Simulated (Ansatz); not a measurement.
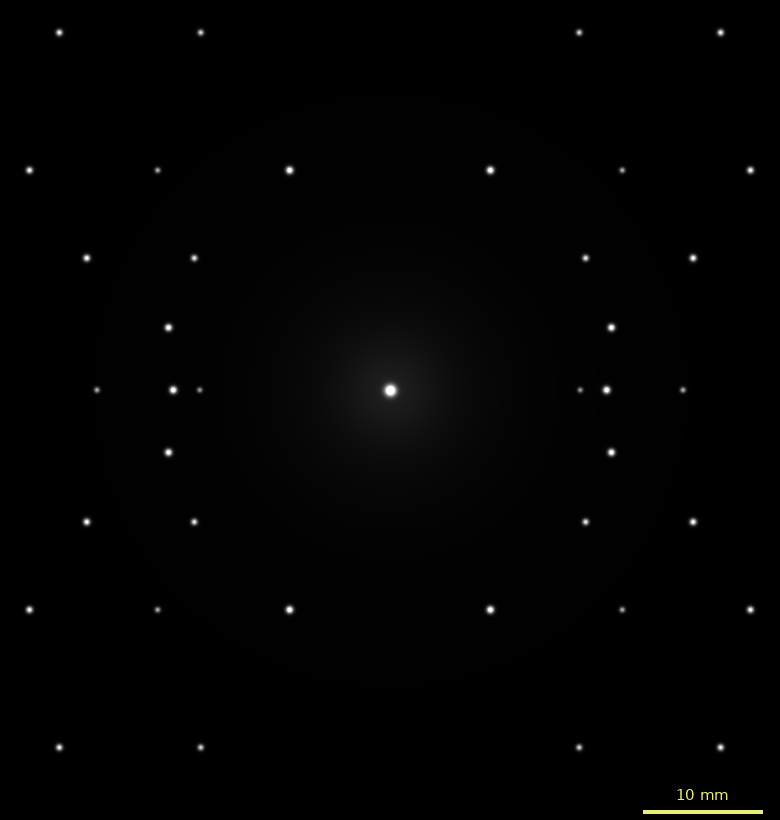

Simulated X-ray rotation photograph: Cu Kα radiation (λ = 1.5418 Å), cylindrical film of radius 28.65 mm unrolled, rotation axis vertical and normal to the beam, kinematic intensities without Lorentz or polarisation factors, the film spanning ±63° about the beam; spots down to d = 1.39 Å.

Question: Measure the layer lines and find the identity period along the axis.

Answer: The first layer line lies 5.3 mm from the equator, so tan ν = 0.184, sin ν = 0.181 and the period is λ/sin ν = 8.50 Å. Further lines follow at 11.1, 18.6, 30.2 mm.

The crystal is Ge, space group P6/mmm (No. 191), a = 4.91 Å, c = 2.79 Å (hexagonal axes). Structure: the geometry relaxed with DFT, PBE, plane waves (420 eV) with PAW, scalar-relativistic in Ansatz; the starting structure was generated, so it need not be a known form of this composition.

Question: About which axis was it rotated?

Answer: About [210] (or an equivalent direction), whose length in the conventional cell is 8.502 Å.
